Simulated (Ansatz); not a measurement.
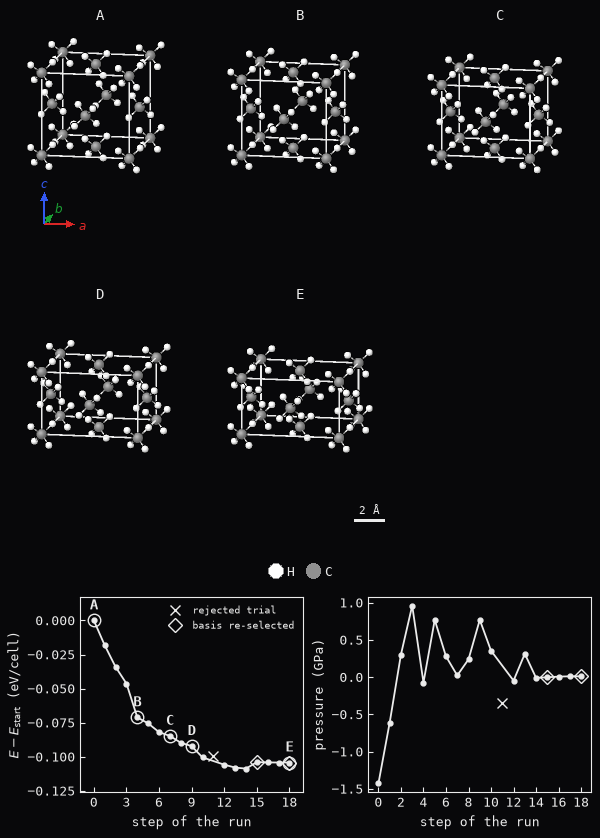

Frames of a relaxation of solid H4C (built on the Sn4Ir-68 type type), marked on the history of the run. A ball-and-stick model of the conventional cell (2 times the calculation's cell), seen slightly off an axis. Lengths and directions refer to the drawn axes.

Level of theory: DFT, r2SCAN+rVV10, plane waves, PAW (Ansatz 0.2.0).

Input file:
```yaml
crystal:
  lattice:
    - [3.0379702365, -3.6693416064, 0.0]
    - [3.0379702365, 3.6693416064, 0.0]
    - [0.0, 0.0, 5.7264080674]
  atoms:
    - { symbol: H, position: [0.3093827784, 0.4818999033, 0.6108136582] }
    - { symbol: H, position: [0.5181000967, 0.6906172216, 0.3891863418] }
    - { symbol: H, position: [0.8093827784, 0.9818999033, 0.8891863418] }
    - { symbol: H, position: [0.0181000967, 0.1906172216, 0.1108136582] }
    - { symbol: H, position: [0.1906172216, 0.0181000967, 0.8891863418] }
    - { symbol: H, position: [0.9818999033, 0.8093827784, 0.1108136582] }
    - { symbol: H, position: [0.6906172216, 0.5181000967, 0.6108136582] }
    - { symbol: H, position: [0.4818999033, 0.3093827784, 0.3891863418] }
    - { symbol: C, position: [0.5, 0.5, 0.5] }
    - { symbol: C, position: [0.0, 0.0, 0.0] }
kpoints:
  mp_grid: { grid: [6, 6, 4] }
hamiltonian:
  xc: r2scan
  dispersion: rvv10
scf:
  occupations: { method: fermi_dirac, width: 0.03 }
relax:
  f_tol: 0.01
  cell: {}
  max_steps: 120
```

Launched with:
```bash
ansatz run input.yaml --threads 4 --pin off --max-ram 4608MiB --backend cpu --events-out ev --progress --plain --runs-dir out
```

Describe the path.

Answer. The largest moves relative to the cell, 0.22 Å, are those of 8 atoms (H1, H2, H3, H4 and others). H3 goes roughly along [1 0 −3]. C stays in place. Cell: a 6.076 → 6.763 Å (+11.3 %), b 7.339 → 6.764 Å (−7.8 %), c 5.726 → 3.894 Å (−32.0 %). Volume −30.2 %. Among the contacts that change: H1–C9 1.098 → 1.089 Å. The space group (tolerance 0.01 Å) goes from Ccce (No. 68) to P4_2/nmc (No. 137). The energy falls by 0.104 eV per cell of the calculation in 15 accepted moves (18 points after the start). The largest force component goes from 0.18 to 0.001 eV/Å. Pressure: −1.43 GPa at the start and 0.01 GPa at the end. The line search rejected the trial step at point 11 of the run. At 2 points the geometry stayed and the basis and grid were re-selected for the new cell (energy shift of 4.8 meV per cell of the calculation at most each time). From step 0 to 4: H atoms move most (0.09 Å), volume −22.0 %, energy −71.1 meV per cell of the calculation. From step 4 to 7: H atoms move most (0.06 Å), volume −6.6 %, energy −13.6 meV per cell of the calculation. From step 7 to 9: H atoms move most (0.09 Å), volume +0.6 %, energy −7.5 meV per cell of the calculation. From step 9 to 18: H atoms move most (0.07 Å), volume −4.8 %, energy −12.0 meV per cell of the calculation.

| step | E − E(0), meV/atom | largest force component, eV/Å | pressure, GPa | volume, Å³/atom | note |
| --- | --- | --- | --- | --- | --- |
| 0 | 0.00 | 0.1804 | -1.43 | 12.767 |  |
| 1 | -1.83 | 0.0499 | -0.61 | 12.418 |  |
| 2 | -3.41 | 0.0848 | 0.30 | 11.597 |  |
| 3 | -4.63 | 0.1589 | 0.96 | 10.676 |  |
| 4 | -7.11 | 0.0127 | -0.07 | 9.953 |  |
| 5 | -7.55 | 0.0938 | 0.77 | 9.006 |  |
| 6 | -8.19 | 0.0313 | 0.28 | 9.206 |  |
| 7 | -8.47 | 0.0022 | 0.02 | 9.298 |  |
| 8 | -8.97 | 0.0501 | 0.24 | 9.325 |  |
| 9 | -9.22 | 0.1340 | 0.77 | 9.354 |  |
| 10 | -10.05 | 0.0970 | 0.36 | 9.071 |  |
| 11 | -9.96 | 0.0881 | -0.35 | 9.141 | rejected |
| 12 | -10.58 | 0.0114 | -0.05 | 9.025 |  |
| 13 | -10.79 | 0.0491 | 0.31 | 8.924 |  |
| 14 | -10.87 | 0.0018 | -0.01 | 8.906 |  |
| 15 | -10.39 | 0.0011 | 0.00 | 8.906 | same geometry, new basis |
| 16 | -10.42 | 0.0009 | 0.01 | 8.904 |  |
| 17 | -10.42 | 0.0010 | 0.01 | 8.907 |  |
| 18 | -10.42 | 0.0010 | 0.01 | 8.907 | same geometry, new basis |
